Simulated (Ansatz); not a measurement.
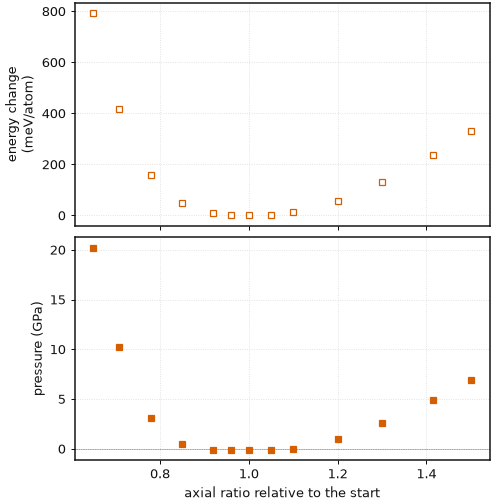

The plot gives the computed energy change and pressure against relative axial ratio for Si₂Ni, space group Fm-3m (No. 225).

Starting cell:
```yaml
crystal:
  lattice:
    - [0.00000, 2.72341, 2.72341]
    - [2.72341, 0.00000, 2.72341]
    - [2.72341, 2.72341, 0.00000]
  atoms:
    - { symbol: Si, position: [0.25000, 0.25000, 0.25000] }
    - { symbol: Si, position: [0.75000, 0.75000, 0.75000] }
    - { symbol: Ni, position: [0.00000, 0.00000, 0.00000] }
```

Method: deformation of a crystal at fixed volume, lengths along the axis scaled against those across it, fractional coordinates fixed, by plane-wave density functional theory with PAW datasets, free energies less that of the undisturbed cell, pressure positive in compression; scalar-relativistic (Ansatz 0.2.0). Level: PBE, no spin polarisation.

wave cutoff 420 eV; k mesh 16×16×16; occupations Gaussian; smearing width 0.15 eV; k shift (0, 0, 0) (mesh steps); start relaxed; path tetragonal; axis direction (0, 0, 1) (Cartesian unit vector).

### Where is the energy change lowest, and are there other minima?

The lowest computed point is at relative axial ratio 1.000 (0 meV/atom), in a single well.

### How does the pressure vary with relative axial ratio?

It goes from 20.2 GPa at relative axial ratio 0.650 to 6.9 GPa at 1.500, not monotonically, with a low of −0.1 GPa at 0.960, and changes sign near 0.91 and 1.09.

Limits of the calculation: no spin polarisation, a magnetic state may lie lower.

The computed values:

| axial ratio relative to the start | energy change (meV/atom) | pressure (GPa) |
| --- | --- | --- |
| 0.650 | 793 | 20.2 |
| 0.707 | 416 | 10.2 |
| 0.780 | 157 | 3.1 |
| 0.850 | 49 | 0.5 |
| 0.920 | 11 | −0.1 |
| 0.960 | 2 | −0.1 |
| 1.000 | 0 | −0.1 |
| 1.050 | 3 | −0.1 |
| 1.100 | 14 | 0.0 |
| 1.200 | 59 | 1.0 |
| 1.300 | 129 | 2.6 |
| 1.414 | 236 | 4.9 |
| 1.500 | 331 | 6.9 |
